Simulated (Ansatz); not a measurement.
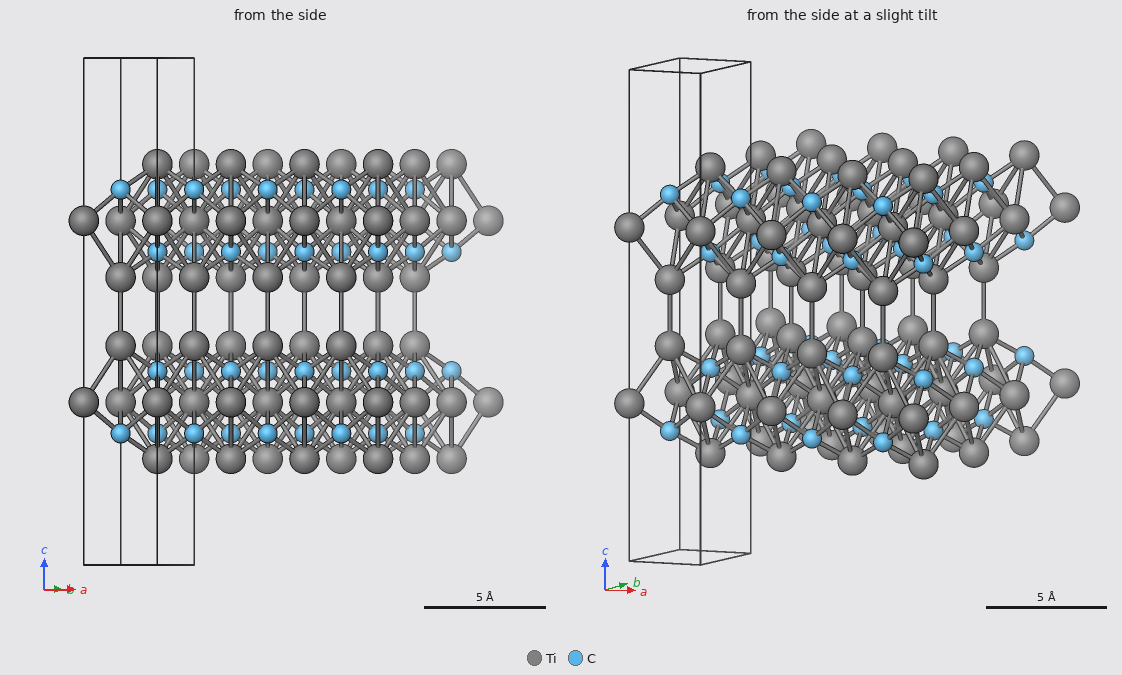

A ball-and-stick picture of a periodic slab, seen from the side and from the side at a slight tilt. The surface normal points up in side views; the box is the simulation cell. 4×3 cells are drawn in the plane, with atoms at the edges repeated.

The cell holds 6 Ti, 4 C.

Q: Which elements lie outermost on each side?

A: The top face ends in Ti, the bottom face in Ti. The two faces are alike.

Q: What is the thickness of the slab?

A: About 12 Å from the lowest to the highest atom, with about 9 Å of vacuum to the next image.

Q: How are the atomic planes stacked?

A: Ten planes: Ti / C / Ti / C / Ti / Ti / C / Ti / C / Ti.

The cell started as a structure listed in the Materials Project. The cell was then strained or its atoms displaced on purpose. It was run through Ansatz as a DFT input.
